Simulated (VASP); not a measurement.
## Geometry relaxation of Si (part 1 of 3)

Si (P6/mmm, 3 atoms in the cell), computed with Kohn-Sham DFT of a periodic cell, PBEsol, VASP PAW PBE potentials, recommended, no spin polarisation (VASP 6.6.1).

The structure was built on a prototype by a generator; it need not be a known phase.

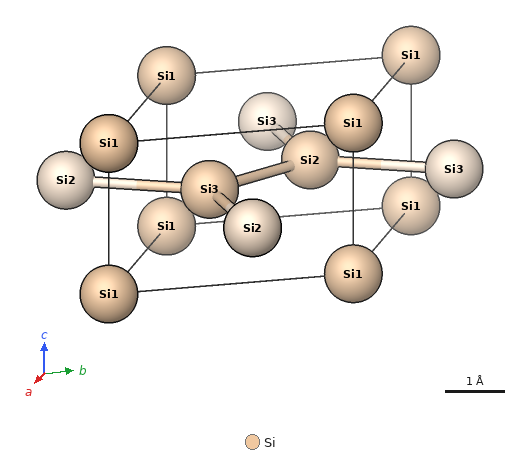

Fig. 1: The structure as given in the input (ball-and-stick view of the cell of the calculation, seen slightly off an axis; neighbours outside the cell are drawn fainter; atoms are numbered from 1 in the order of the input).

### Summary

| quantity | value |
| --- | --- |
| outcome | converged |
| space group (tolerance 0.01 Å) | P6/mmm (191) |
| electrons treated | 12 |
| free energy | −16.1336 eV |
| Fermi energy | 9.968 eV |
| gap on the k-point mesh | none (metallic) |
| pressure | −0.01 GPa |
| final volume | 43.36 Å³ |
| largest force (length of the vector) at the end | under 0.001 eV/Å |
| final cell | a = 4.433 Å, b = 4.433 Å, c = 2.548 Å, α = 90.00°, β = 90.00°, γ = 120.00° |
| hardware | 1 thread of Intel Xeon (Sapphire Rapids), 256 GiB of memory available, shared host |
| wall time | 100 s |
| peak memory | 0.19 GiB |

### INCAR
```
ALGO = Fast
EDIFF = 1E-6
EDIFFG = -0.01
ENCUT = 600
GGA = PS
IBRION = 2
ISIF = 3
ISMEAR = -1
LASPH = True
LCHARG = False
LREAL = False
LWAVE = False
NELM = 100
NSW = 80
PREC = Accurate
SIGMA = 0.1
```

### KPOINTS
```
k-points
0
Gamma
  8 8 12
```

### POSCAR
```
Si
1.0
    4.3942991671      0.0000000000      0.0000000000
   -2.1971495836      3.8055747106      0.0000000000
    0.0000000000      0.0000000000      2.6937053894
Si
3
Direct
    0.0000000000      0.0000000000      0.0000000000
    0.3333333333      0.6666666667      0.5000000000
    0.6666666667      0.3333333333      0.5000000000
```

Command:
```bash
cat potpaw_PBE.64/Si/POTCAR > POTCAR
mpirun -np 1 vasp_std > vasp.out
```

### OSZICAR
```
N       E                     dE             d eps       ncg     rms          rms(c)
DAV:   1     0.160606353699E+02    0.16061E+02   -0.54337E+03  1400   0.110E+03
DAV:   2    -0.149192183615E+02   -0.30980E+02   -0.29285E+02  1880   0.128E+02
DAV:   3    -0.161374445868E+02   -0.12182E+01   -0.11878E+01  1886   0.224E+01
DAV:   4    -0.161501334717E+02   -0.12689E-01   -0.12646E-01  1822   0.225E+00
DAV:   5    -0.161502556931E+02   -0.12222E-03   -0.12214E-03  1762   0.185E-01    0.460E+00
RMM:   6    -0.160884581225E+02    0.61798E-01   -0.38954E-02  1400   0.101E+00    0.259E+00
RMM:   7    -0.160643871730E+02    0.24071E-01   -0.37156E-02  1404   0.109E+00    0.237E-01
RMM:   8    -0.160635009443E+02    0.88623E-03   -0.32033E-03  1409   0.458E-01    0.138E-01
RMM:   9    -0.160634954451E+02    0.54992E-05   -0.42049E-04  1420   0.170E-01    0.641E-02
RMM:  10    -0.160634934499E+02    0.19952E-05   -0.58098E-05  1416   0.639E-02    0.115E-02
RMM:  11    -0.160634929145E+02    0.53550E-06   -0.19106E-05  1414   0.301E-02    0.116E-02
RMM:  12    -0.160634929349E+02   -0.20465E-07   -0.31828E-06  1066   0.142E-02
   1 F= -.16063493E+02 E0= -.16037353E+02  d E =-.160635E+02
       N       E                     dE             d eps       ncg     rms          rms(c)
DAV:   1    -0.161170854007E+02   -0.53592E-01   -0.10383E+00  1626   0.631E+00    0.960E-01
RMM:   2    -0.161039887529E+02    0.13097E-01   -0.16920E-02  1400   0.103E+00    0.539E-01
RMM:   3    -0.160966735975E+02    0.73152E-02   -0.88524E-03  1401   0.652E-01    0.984E-02
RMM:   4    -0.160967117184E+02   -0.38121E-04   -0.62163E-04  1411   0.214E-01    0.109E-01
RMM:   5    -0.160967096882E+02    0.20302E-05   -0.64326E-05  1420   0.678E-02    0.687E-02
RMM:   6    -0.160967021750E+02    0.75132E-05   -0.17283E-05  1405   0.331E-02    0.234E-02
RMM:   7    -0.160967017624E+02    0.41262E-06   -0.38651E-06  1145   0.151E-02
   2 F= -.16096702E+02 E0= -.16071521E+02  d E =-.332088E-01
       N       E                     dE             d eps       ncg     rms          rms(c)
DAV:   1    -0.160968302724E+02   -0.12810E-03   -0.24727E-03  1726   0.300E-01    0.480E-02
RMM:   2    -0.160967980463E+02    0.32226E-04   -0.34135E-05  1400   0.478E-02    0.273E-02
RMM:   3    -0.160967795710E+02    0.18475E-04   -0.20565E-05  1400   0.313E-02    0.436E-03
RMM:   4    -0.160967794675E+02    0.10345E-06   -0.12485E-06   903   0.102E-02
   3 F= -.16096779E+02 E0= -.16071516E+02  d E =-.332865E-01
       N       E                     dE             d eps       ncg     rms          rms(c)
DAV:   1    -0.161326202710E+02   -0.35841E-01   -0.67991E-01  1612   0.501E+00    0.562E-01
RMM:   2    -0.161252210644E+02    0.73992E-02   -0.15232E-02  1400   0.103E+00    0.300E-01
RMM:   3    -0.161215540176E+02    0.36670E-02   -0.61633E-03  1400   0.523E-01    0.293E-02
RMM:   4    -0.161216025513E+02   -0.48534E-04   -0.56994E-04  1410   0.189E-01    0.223E-02
RMM:   5    -0.161216096808E+02   -0.71295E-05   -0.69515E-05  1410   0.657E-02    0.967E-03
RMM:   6    -0.161216110400E+02   -0.13592E-05   -0.13033E-05  1320   0.265E-02    0.321E-03
RMM:   7    -0.161216113421E+02   -0.30211E-06   -0.25339E-06  1021   0.111E-02
   4 F= -.16121611E+02 E0= -.16099903E+02  d E =-.248319E-01
       N       E                     dE             d eps       ncg     rms          rms(c)
DAV:   1    -0.161435189442E+02   -0.21908E-01   -0.41924E+00  1666   0.127E+01    0.153E+00
RMM:   2    -0.160927462988E+02    0.50773E-01   -0.10209E-01  1400   0.262E+00    0.800E-01
RMM:   3    -0.160684426830E+02    0.24304E-01   -0.40948E-02  1401   0.136E+00    0.746E-02
RMM:   4    -0.160687766596E+02   -0.33398E-03   -0.38018E-03  1411   0.492E-01    0.575E-02
RMM:   5    -0.160688242139E+02   -0.47554E-04   -0.47117E-04  1413   0.169E-01    0.263E-02
RMM:   6    -0.160688330281E+02   -0.88142E-05   -0.87876E-05  1409   0.683E-02    0.689E-03
RMM:   7    -0.160688347817E+02   -0.17536E-05   -0.19196E-05  1343   0.288E-02    0.330E-03
RMM:   8    -0.160688351946E+02   -0.41291E-06   -0.31439E-06  1017   0.120E-02
   5 F= -.16068835E+02 E0= -.16047686E+02  d E =0.279443E-01
       N       E                     dE             d eps       ncg     rms          rms(c)
DAV:   1    -0.161741644293E+02   -0.10533E+00   -0.25747E+00  1598   0.100E+01    0.116E+00
RMM:   2    -0.161417654754E+02    0.32399E-01   -0.64595E-02  1400   0.211E+00    0.631E-01
RMM:   3    -0.161260935789E+02    0.15672E-01   -0.25784E-02  1400   0.107E+00    0.577E-02
RMM:   4    -0.161262919591E+02   -0.19838E-03   -0.23949E-03  1410   0.378E-01    0.426E-02
RMM:   5    -0.161263176605E+02   -0.25701E-04   -0.29291E-04  1413   0.131E-01    0.185E-02
RMM:   6    -0.161263219292E+02   -0.42687E-05   -0.53269E-05  1409   0.525E-02    0.554E-03
RMM:   7    -0.161263227478E+02   -0.81859E-06   -0.11955E-05  1276   0.225E-02    0.226E-03
RMM:   8    -0.161263229161E+02   -0.16825E-06   -0.19957E-06   984   0.928E-03
   6 F= -.16126323E+02 E0= -.16105366E+02  d E =-.295434E-01
       N       E                     dE             d eps       ncg     rms          rms(c)
DAV:   1    -0.161408316518E+02   -0.14509E-01   -0.40929E-01  1590   0.386E+00    0.566E-01
RMM:   2    -0.161351202537E+02    0.57114E-02   -0.66264E-03  1400   0.650E-01    0.324E-01
RMM:   3    -0.161321450929E+02    0.29752E-02   -0.40321E-03  1400   0.423E-01    0.484E-02
RMM:   4    -0.161321645998E+02   -0.19507E-04   -0.31107E-04  1414   0.142E-01    0.538E-02
RMM:   5    -0.161321582956E+02    0.63042E-05   -0.28495E-05  1410   0.466E-02    0.157E-02
RMM:   6    -0.161321552291E+02    0.30665E-05   -0.61241E-06  1209   0.191E-02    0.385E-03
RMM:   7    -0.161321549389E+02    0.29025E-06   -0.10183E-06   945   0.765E-03
   7 F= -.16132155E+02 E0= -.16111219E+02  d E =-.583202E-02
       N       E                     dE             d eps       ncg     rms          rms(c)
DAV:   1    -0.161341861767E+02   -0.20309E-02   -0.37454E-02  1594   0.118E+00    0.171E-01
RMM:   2    -0.161336702393E+02    0.51594E-03   -0.58792E-04  1400   0.196E-01    0.970E-02
RMM:   3    -0.161334043389E+02    0.26590E-03   -0.36061E-04  1400   0.127E-01    0.155E-02
RMM:   4    -0.161334067463E+02   -0.24075E-05   -0.26715E-05  1411   0.424E-02    0.174E-02
RMM:   5    -0.161334068474E+02   -0.10105E-06   -0.24078E-06  1036   0.136E-02
   8 F= -.16133407E+02 E0= -.16112570E+02  d E =-.708393E-02
       N       E                     dE             d eps       ncg     rms          rms(c)
DAV:   1    -0.161337081802E+02   -0.30143E-03   -0.72152E-03  1676   0.532E-01    0.627E-02
RMM:   2    -0.161336149292E+02    0.93251E-04   -0.16878E-04  1400   0.108E-01    0.342E-02
RMM:   3    -0.161335693581E+02    0.45571E-04   -0.72622E-05  1400   0.563E-02    0.313E-03
RMM:   4    -0.161335698222E+02   -0.46416E-06   -0.68029E-06  1277   0.204E-02
   9 F= -.16133570E+02 E0= -.16112669E+02  d E =-.162975E-03
```

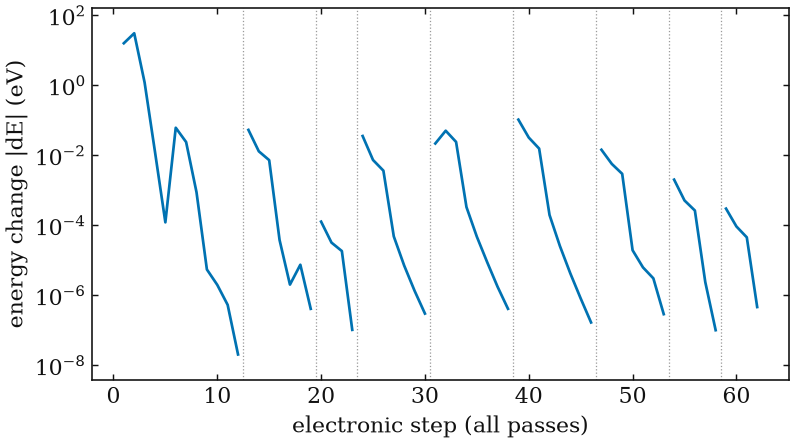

Fig. 2: Convergence of the self-consistent field: energy change |dE| against the electronic step. Each stretch between dotted lines is the SCF of one geometry step of a relaxation. The 9 ionic steps take 4 to 12 electronic steps each. The density is held fixed in the first few steps, and dE rises again when its update begins.

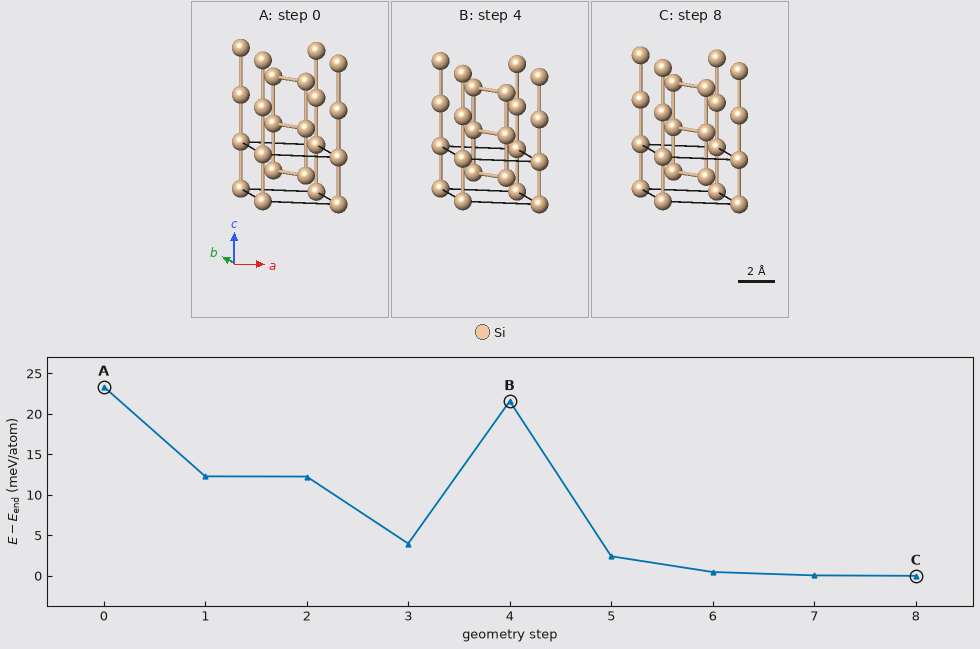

Fig. 3: Frames of the relaxation (ball-and-stick view of the cell of the calculation, repeated 1 × 1 × 3, seen slightly off an axis) above the curves, on which the letters mark them (steps are counted from 0).

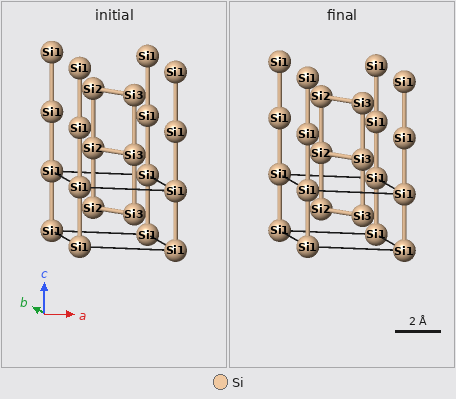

Fig. 4: Before (left) and after (right) the relaxation, at one scale (ball-and-stick view of the cell of the calculation, repeated 1 × 1 × 3, seen slightly off an axis). The atoms keep their places relative to the cell (all moves are under 0.005 Å). The drawn cell changes as follows: a = b 4.394 → 4.433 Å (+0.9 %), c 2.694 → 2.548 Å (−5.4 %); the volume changes by −3.7 %. Among the contacts that change: Si1–Si1 2.694 → 2.548 Å, Si2–Si3 2.537 → 2.559 Å. The space group stays P6/mmm (No. 191). After 8 geometry steps the energy has fallen by 23.4 meV per atom. All forces vanish by symmetry, so only the cell relaxes. (Atoms are counted from 1 in the order of the input.)

### Parts of OUTCAR
```
EDIFF = 1E-6
   EDIFFG = -0.01
   ENCUT = 600
   GGA = PS
   IBRION = 2
   ISIF = 3
   ISMEAR = -1
   LASPH = True
   LREAL = False
   NELM = 100
   NSW = 80
   PREC = Accurate

 ion  position               nearest neighbor table
   1  0.000  0.000  0.000-   2 2.87   3 2.87   2 2.87   3 2.87   3 2.87   3 2.87   2 2.87   2 2.87
                             3 2.87   3 2.87   2 2.87   2 2.87
   2  0.333  0.667  0.500-   3 2.54   3 2.54   3 2.54   1 2.87   1 2.87   1 2.87   1 2.87   1 2.87
                             1 2.87
   3  0.667  0.333  0.500-   2 2.54   2 2.54   2 2.54   1 2.87   1 2.87   1 2.87   1 2.87   1 2.87
                             1 2.87

  LATTYP: Found a hexagonal cell.
 ALAT       =     4.3942991671
 C/A-ratio  =     0.6130000000

  Lattice vectors:

 A1 = (   4.3942991671,   0.0000000000,   0.0000000000)
 A2 = (  -2.1971495836,   3.8055747106,   0.0000000000)
 A3 = (   0.0000000000,   0.0000000000,   2.6937053894)

Analysis of symmetry for initial positions (statically):
=====================================================================
 Subroutine PRICEL returns:
 Original cell was already a primitive cell.

 Routine SETGRP: Setting up the symmetry group for a
 hexagonal supercell.

 Subroutine GETGRP returns: Found 24 space group operations
 (whereof 24 operations were pure point group operations)
 out of a pool of 24 trial point group operations.

The static configuration has the point symmetry D_6h.

Analysis of symmetry for dynamics (positions and initial velocities):
=====================================================================
 Subroutine PRICEL returns:
 Original cell was already a primitive cell.

 Routine SETGRP: Setting up the symmetry group for a
 hexagonal supercell.

 Subroutine GETGRP returns: Found 24 space group operations
 (whereof 24 operations were pure point group operations)
 out of a pool of 24 trial point group operations.

The dynamic configuration has the point symmetry D_6h.

 Subroutine INISYM returns: Found 24 space group operations
 (whereof 24 operations are pure point group operations),
 and found     1 'primitive' translations

----------------------------------------------------------------------------------------

                                     Primitive cell

  volume of cell :      45.0464

  direct lattice vectors                    reciprocal lattice vectors
     4.394299167  0.000000000  0.000000000     0.227567574  0.131386200  0.000000000
    -2.197149584  3.805574711  0.000000000     0.000000000  0.262772400  0.000000000
     0.000000000  0.000000000  2.693705389     0.000000000  0.000000000  0.371235846

  length of vectors
     4.394299167  4.394299167  2.693705389     0.262772400  0.262772400  0.371235846

  position of ions in fractional coordinates (direct lattice)
     0.000000000  0.000000000  0.000000000
     0.333333333  0.666666667  0.500000000
     0.666666667  0.333333333  0.500000000

  ion indices of the primitive-cell ions
   primitive index   ion index
                 1           1
                 2           2
                 3           3

----------------------------------------------------------------------------------------

 KPOINTS: k-points

Automatic generation of k-mesh.
 Grid dimensions read from file:
 generate k-points for:    8    8   12

 Generating k-lattice:

  Cartesian coordinates                     Fractional coordinates (reciprocal lattice)
     0.028445947  0.016423275  0.000000000     0.125000000  0.000000000  0.000000000
     0.000000000  0.032846550  0.000000000     0.000000000  0.125000000  0.000000000
     0.000000000  0.000000000  0.030936321     0.000000000  0.000000000  0.083333333

  Length of vectors
     0.032846550  0.032846550  0.030936321

  Shift w.r.t. Gamma in fractional coordinates (k-lattice)
     0.000000000  0.000000000  0.000000000

 Subroutine IBZKPT returns following result:
 ===========================================

 Found     70 irreducible k-points:

 Following reciprocal coordinates:
            Coordinates               Weight
  0.000000  0.000000  0.000000      1.000000
  0.125000  0.000000  0.000000      6.000000
  0.250000  0.000000  0.000000      6.000000
  0.375000 -0.000000  0.000000      6.000000
  0.500000  0.000000  0.000000      3.000000
  0.125000  0.125000  0.000000      6.000000
  0.250000  0.125000  0.000000     12.000000
  0.375000  0.125000  0.000000     12.000000
  0.250000  0.250000  0.000000      6.000000
  0.375000  0.250000  0.000000      6.000000
  0.000000  0.000000  0.083333      2.000000
  0.125000  0.000000  0.083333     12.000000
  0.250000  0.000000  0.083333     12.000000
  0.375000 -0.000000  0.083333     12.000000
  0.500000  0.000000  0.083333      6.000000
  0.125000  0.125000  0.083333     12.000000
  0.250000  0.125000  0.083333     24.000000
  0.375000  0.125000  0.083333     24.000000
  0.250000  0.250000  0.083333     12.000000
  0.375000  0.250000  0.083333     12.000000
  0.000000  0.000000  0.166667      2.000000
  0.125000  0.000000  0.166667     12.000000
  0.250000  0.000000  0.166667     12.000000
  0.375000 -0.000000  0.166667     12.000000
 [... further k-points ...]
```
